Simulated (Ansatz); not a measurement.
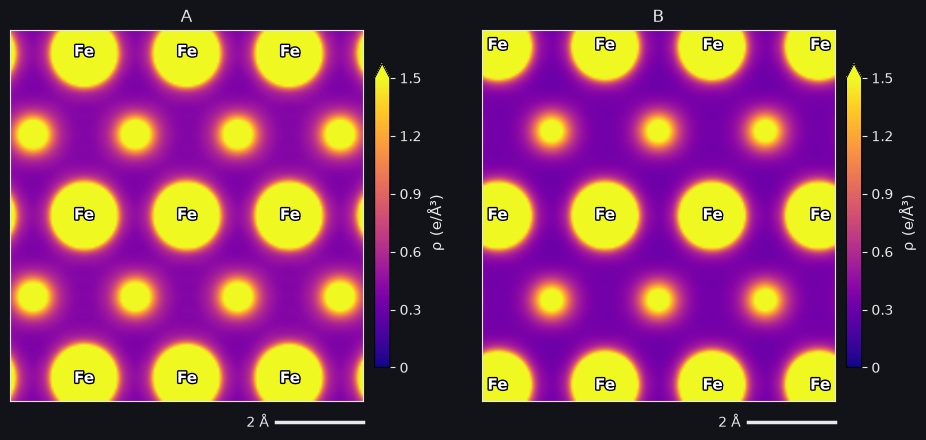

Fe. The valence charge density (pseudo) of two cells that differ in size, on the (100) plane of each (indices in the axes of the calculation cell), at one length scale and on one colour scale: B has 10.2 Å³ an atom and A 9.0.

All numbers below come from DFT PBE, scalar-relativistic, plane waves, PAW (Ansatz).

The larger cell:

```cif
data_structure
_symmetry_space_group_name_H-M 'P 1'
_symmetry_Int_Tables_number 1
_cell_length_a 2.4606
_cell_length_b 2.4606
_cell_length_c 3.8899
_cell_angle_alpha 90.000
_cell_angle_beta 90.000
_cell_angle_gamma 120.000
_cell_volume 20.40
loop_
_atom_site_label
_atom_site_type_symbol
_atom_site_fract_x
_atom_site_fract_y
_atom_site_fract_z
_atom_site_occupancy
Fe1 Fe 0.33333 0.66667 0.25000 1
Fe2 Fe 0.66667 0.33333 0.75000 1
```

The smaller cell: a = 2.356 Å, b = 2.356 Å, c = 3.735 Å, α = 90.00°, β = 90.00°, γ = 120.00°.

Q: What changes from the larger cell to the smaller?

A: From the larger cell to the smaller, Fe–Fe goes from 2.46 to 2.36 Å, and the density at its midpoint from 0.38 to 0.46 e/Å³; the pressure goes from 0.0 to 50 GPa.
